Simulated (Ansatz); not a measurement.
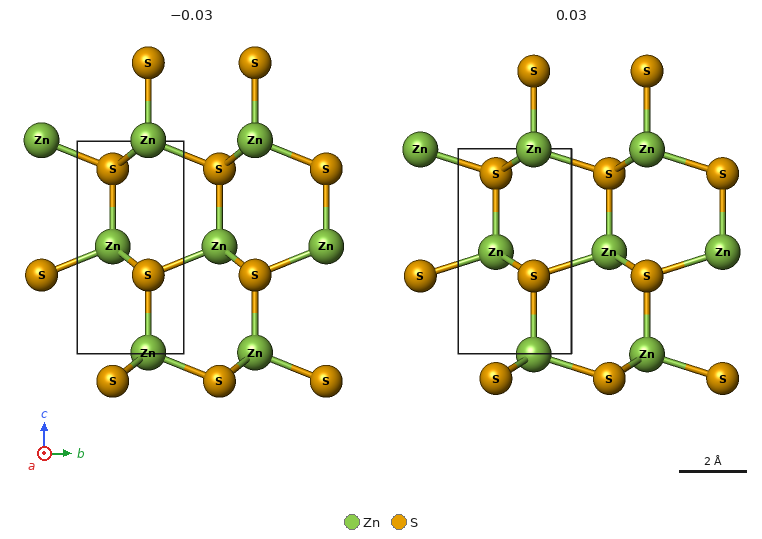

Solid ZnS (set up in P6_3mc), under biaxial strain in the a–b plane (c and atoms relaxed), with energies (extrapolated to zero smearing) counted from the relaxed crystal, which is the row at zero. The picture shows the first and the last member. The picture is a ball-and-stick view of the cell of the calculation, repeated 1 × 2 × 1 with one cell outlined, seen along the a axis.

Computed with Ansatz 0.2.0: DFT r2SCAN, scalar-relativistic, plane waves, PAW. Set-up: plane-wave cutoff 500 eV; k-point mesh 6 × 6 × 4; occupations gaussian; smearing width 0.02 eV; no spin polarisation; force threshold 0.008 eV/Å.

| strain | energy (meV/atom) | a (Å) | c (Å) | band gap (eV) |
| --- | --- | --- | --- | --- |
| −0.03 | 18.51 | 3.692 | 6.359 | 2.75 |
| −0.02 | 8.09 | 3.730 | 6.320 | 2.78 |
| −0.01 | 1.98 | 3.768 | 6.282 | 2.79 |
| 0.0 | 0.00 | 3.807 | 6.245 | 2.78 |
| 0.01 | ? | ? | ? | ? |
| 0.02 | 7.56 | 3.883 | 6.173 | 2.66 |
| 0.03 | 16.67 | 3.921 | 6.138 | 2.56 |

Q: One row is withheld. What does the calculation give there?

A: A parabola through three neighbouring rows (0.0, 0.02, 0.03) gives, with Lagrange weights, (0.3333)(0.00) + (1.0000)(7.56) + (−0.3333)(16.67) = 2.00 meV/atom. The calculation gives 1.93 meV/atom (a = 3.845 Å, c = 6.208 Å). The estimate is 0.07 meV/atom too high. For the gap a parabola through the rows 0.0, 0.02, 0.03 gives 2.73 eV, and the calculation 2.75 eV (semilocal gaps, lower than measured ones as a rule). From the first member to the last: S–Zn 2.299 → 2.376 Å, S–Zn 2.320 → 2.347 Å.

The whole series:

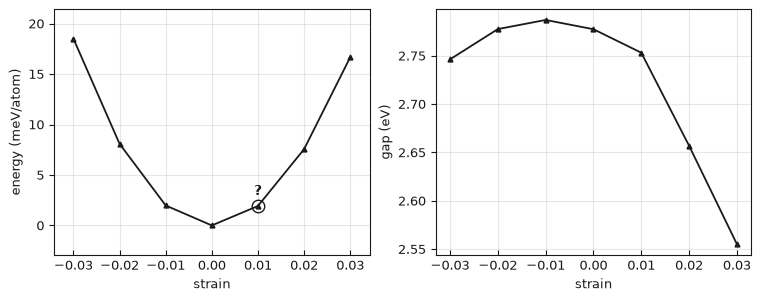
